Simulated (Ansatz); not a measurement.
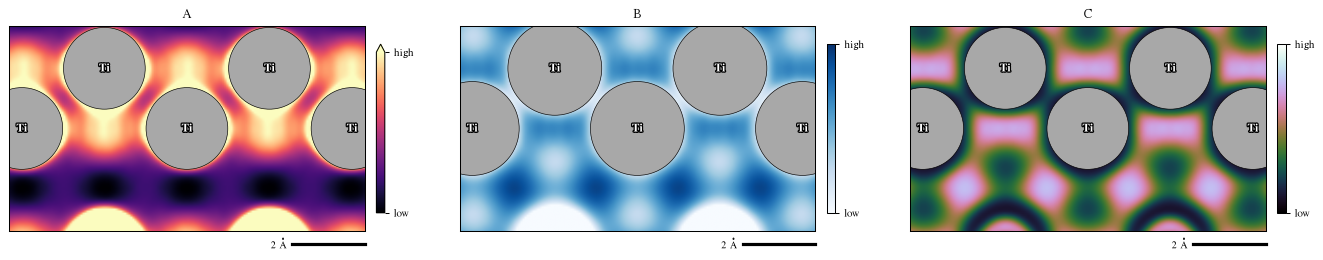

Ti: 3 fields on the (110) plane of the conventional cell, with unlabelled colour scales. Grey discs cover the atomic cores.

Space group P6₃/mmc; computed without spin polarisation.

All numbers below come from DFT PBE+D3(BJ), scalar-relativistic, plane waves, PAW (Ansatz 0.2.0).

```yaml
crystal:
  lattice:
    - [2.88646, 0.00000, 0.00000]
    - [-1.44323, 2.49975, 0.00000]
    - [0.00000, 0.00000, 4.57408]
  atoms:
    - { symbol: Ti, position: [0.33333, 0.66667, 0.25000] }
    - { symbol: Ti, position: [0.66667, 0.33333, 0.75000] }
```

Question: The panels show electron localisation function, electrostatic potential energy of an electron and valence pseudo-density in some order. Assign them.

Answer: Panel A: valence pseudo-density. Panel B: electrostatic potential energy of an electron (low next to the atoms, rising into the space between them). Panel C: electron localisation function. From the grid: Ti–Ti (2.83 Å): the density is about 0.2 e/Å³ at the midpoint; the ELF is about 0.20 at the midpoint: no localised pair shows between them.
